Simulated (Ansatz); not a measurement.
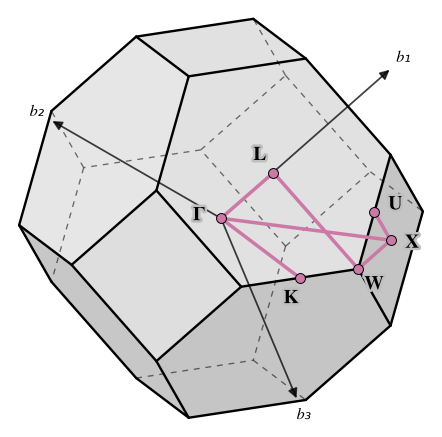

The figure shows the first Brillouin zone with its special points and a band path. Crystal: Ni, the geometry relaxed with DFT PBE, scalar-relativistic, plane waves, PAW (Ansatz 0.2.0). All values are computed from the atomic coordinates in the standard setting (tolerance 0.002 Å).

Labels and path follow the convention of Hinuma et al. (2017), as computed by seekpath; the arrows show the directions of the reciprocal primitive vectors b₁, b₂, b₃.

Question: Name the Bravais lattice of the crystal.

Answer: A face-centred cubic lattice (cF; extended symbol cF2). The zone is a truncated octahedron in its combinatorial type: 14 faces (6 with 4 edges, 8 with 6 edges), 36 edges, 24 vertices.

Question: In which order does the conventional band path visit the special points?

Answer: Γ–X–U | K–Γ–L–W–X
